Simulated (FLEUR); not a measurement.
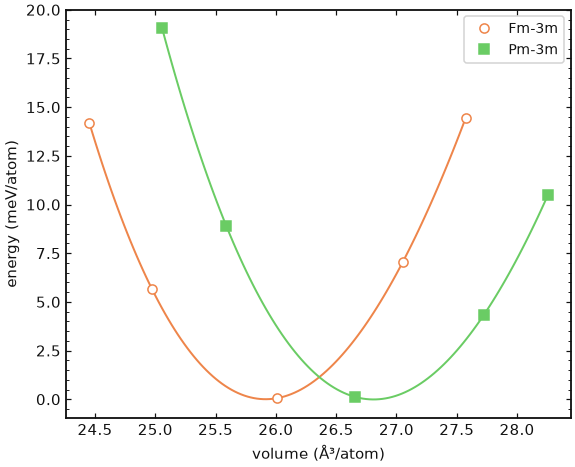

The picture above shows the energy against volume, with one curve for each structure, for Sn₃Se. Each energy curve has its own zero, so the curves don't rank the structures.

Method: all-electron LAPW DFT, no spin polarisation; energies at scaled volumes of the given cell, shape and fractions fixed, counted from the fit's minimum, third-order Birch-Murnaghan fit (FLEUR MaX-R8.1 (later development tree)). Level: PBE.

k mesh 6×6×6; occupations Fermi–Dirac; smearing width 0.05 eV; potentials all electron.

The numbers behind the figure:

Fm-3m:
```json
{"volume (Å³/atom)": "24.45", "energy (meV/atom)": "14.21"}
{"volume (Å³/atom)": "24.97", "energy (meV/atom)": "5.66"}
{"volume (Å³/atom)": "26.01", "energy (meV/atom)": "0.06"}
{"volume (Å³/atom)": "27.05", "energy (meV/atom)": "7.06"}
{"volume (Å³/atom)": "27.57", "energy (meV/atom)": "14.44"}
```

Pm-3m:
```json
{"volume (Å³/atom)": "25.06", "energy (meV/atom)": "19.04"}
{"volume (Å³/atom)": "25.59", "energy (meV/atom)": "8.90"}
{"volume (Å³/atom)": "26.66", "energy (meV/atom)": "0.12"}
{"volume (Å³/atom)": "27.72", "energy (meV/atom)": "4.32"}
{"volume (Å³/atom)": "28.26", "energy (meV/atom)": "10.47"}
```
